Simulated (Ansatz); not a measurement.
# Calculations on HF

## 1. Relaxation

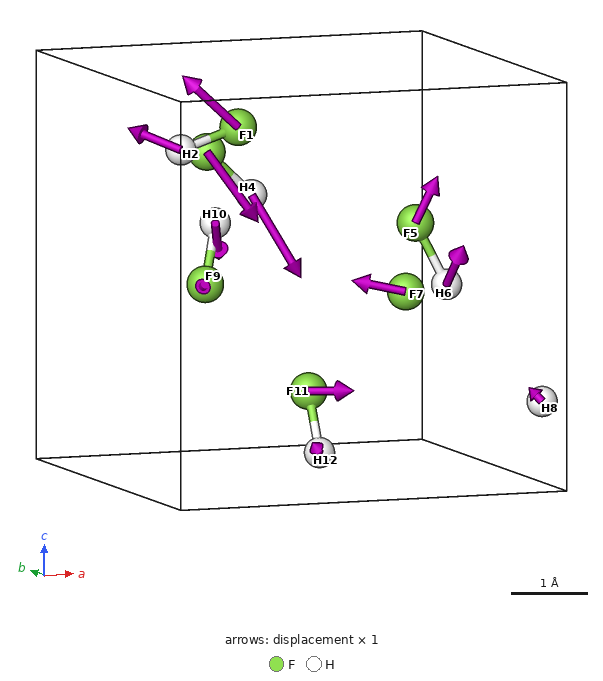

This is a relaxation of an amorphous cell of composition HF. The starting structure is drawn; purple arrows show the displacements, at their true length.

Style: ball-and-stick. Shown: the cell of the calculation, slightly off an axis.

The cell holds 6 HF. The run prepares the start of a later molecular dynamics calculation, from a guessed geometry.

These are results of Ansatz, DFT PBEsol, scalar-relativistic, plane waves, PAW, not measurements. (plane-wave cutoff 420 eV; k-point mesh 1 × 1 × 1; occupations fermi dirac; smearing width 0.02 eV; no spin polarisation; atoms relaxed in a fixed cell; force threshold 0.3 eV/Å; at most 15 steps)

Describe the change and its energy.

The largest move is that of an H atom, 1.29 Å roughly along [1 −1 −2]. Largest moves by element: H 1.29 Å, F 1.19 Å. The cell doesn't change. Near-neighbour distances that change, for instance: F–H 0.934 → 1.030 Å, F–H 0.934 → 0.958 Å. After 10 accepted moves (11 points after the start) the energy has fallen by 1.980 eV per cell of the calculation. Largest force component: 1.1 eV/Å at the start, 0.12 eV/Å at the end. 1 step only repeated the SCF at the same geometry. Cost: 10 s on 1 thread of Intel(R) Xeon(R) Platinum 8488C (Sapphire Rapids) (shared host), peak memory 0.35 GiB.

Limits of the set-up: the program's low-accuracy preset was used; the periodic images lie only 5.5 Å apart, so the values are limited by the cell's size.

## 2. Dynamics

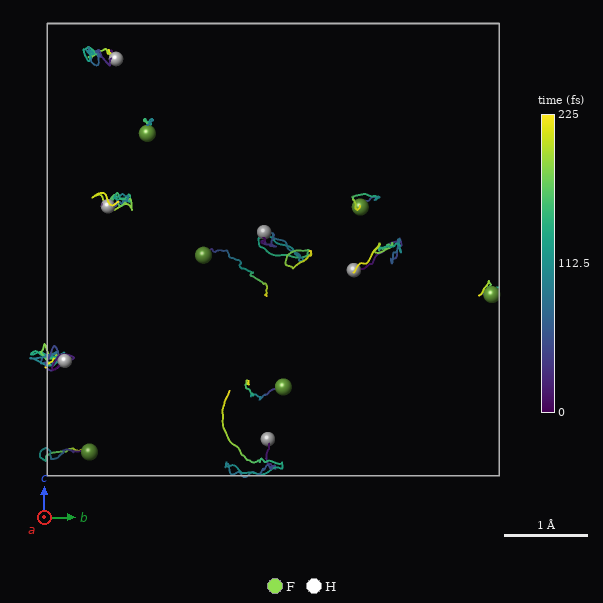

A Born-Oppenheimer molecular dynamics run of a periodic cell with 6 HF at 1.221 g/cm³, 225 fs long. Lines trace each atom's path, coloured by time; spheres stand at the starting positions. Seen along the a axis in the simulation cell.

Theory: Ansatz 0.2.0, DFT PBEsol, scalar-relativistic, plane waves, PAW. Run with plane-wave cutoff 420 eV; k-point mesh 1 × 1 × 1; Fermi-Dirac smearing 0.02 eV; low-accuracy preset; Langevin thermostat (NVT); set temperature 250 K; time step 0.75 fs; friction 0.02 per fs.

Input
```yaml
accuracy: low
crystal:
  lattice:
    - [5.464789, 0.0, 0.0]
    - [0.0, 5.464789, 0.0]
    - [0.0, 0.0, 5.464789]
  atoms:
    - { symbol: F, position: [0.03693056, 0.0932418, 1.05213081] }
    - { symbol: H, position: [-0.08248558, 0.15202785, 0.92164402] }
    - { symbol: F, position: [0.46164493, 0.69232664, 0.59414076] }
    - { symbol: H, position: [0.56699687, 0.67820095, 0.45465931] }
    - { symbol: F, position: [0.74966842, 0.22126897, 0.7570254] }
    - { symbol: H, position: [0.78372742, 0.13429065, 0.59587251] }
    - { symbol: F, position: [0.80966147, 0.98336678, 0.40051346] }
    - { symbol: H, position: [0.91469781, 1.03883922, 0.2541751] }
    - { symbol: F, position: [0.17757223, 0.34555844, 0.48747053] }
    - { symbol: H, position: [0.27868144, 0.47968862, 0.53851327] }
    - { symbol: F, position: [0.64664491, 0.52225595, 0.19615342] }
    - { symbol: H, position: [0.52310291, 0.48796332, 0.08073522] }
basis:
  ecutwfc: 420.0
kpoints:
  mp_grid: { grid: [1, 1, 1] }
hamiltonian:
  xc: pbesol
scf:
  occupations: { method: fermi_dirac, width: 0.02 }
  lower_state_search: "off"
md:
  timestep: 0.75
  n_steps: 300
  ensemble: nvt_langevin
  temperature: 250.0
  initial_velocities: maxwell_boltzmann
  seed: 133568
  friction: 0.02
```

Launched with:
```bash
ansatz run input.yaml --threads 1 --pin off --max-ram 3072MiB --backend cpu --events-out ev --progress --plain --runs-dir out
```

Describe the motion.

In the second half of the run the atoms are, in the root-mean-square, this far from where they began (common drift taken out): H 0.47 Å, F 0.44 Å. The heavy atoms stay within a fraction of a molecule's size of their starting places; so short a run doesn't tell a liquid from a solid. Over the second half the temperature averages 245 K (spread ±41 K). The potential energy in the second half lies on average 27.9 meV per atom above the first frame.

Limits of the set-up: the program's low-accuracy preset was used; the periodic images lie only 5.5 Å apart, so the values are limited by the cell's size.

## 3. Dynamics

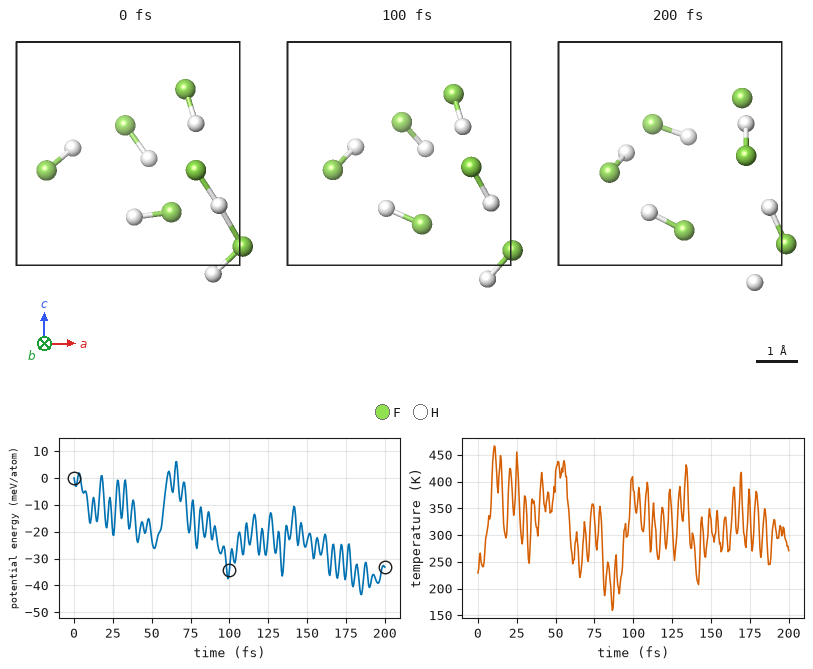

A Born-Oppenheimer molecular dynamics run of a periodic cell with 6 HF at 1.221 g/cm³, 200 fs long. It starts from the last geometry of an earlier run, with fresh velocities. Frames and the history of the run. The picture is a ball-and-stick view of the simulation cell, seen along the b axis.

The calculation used Ansatz, DFT PBEsol, scalar-relativistic, plane waves, PAW. Set-up: plane-wave cutoff 420 eV; k-point mesh 1 × 1 × 1; Fermi-Dirac smearing 0.02 eV; low-accuracy preset; Langevin thermostat (NVT); set temperature 250 K; time step 0.5 fs; friction 0.01 per fs.

**Describe the run.**

In the second half of the run the atoms are, in the root-mean-square, this far from where they began (common drift taken out): H 0.46 Å, F 0.45 Å. The heavy atoms stay within a fraction of a molecule's size of their starting places; so short a run doesn't tell a liquid from a solid. Bond changes: 3 F–H bonds form between 122 fs and 148 fs; one F–H bond breaks at about 178 fs. The mean temperature in the second half is 317 K (standard deviation 43 K). The potential energy is still drifting at the end, so the run hasn't reached equilibrium. The potential energy in the second half lies on average 27.3 meV per atom below the first frame.

Limits of the set-up: the program's low-accuracy preset was used; the periodic images lie only 5.5 Å apart, so the values are limited by the cell's size.

The run took 3.4 min on 1 thread of Intel(R) Xeon(R) Platinum 8488C (Sapphire Rapids), on a shared host, peak memory 0.36 GiB.
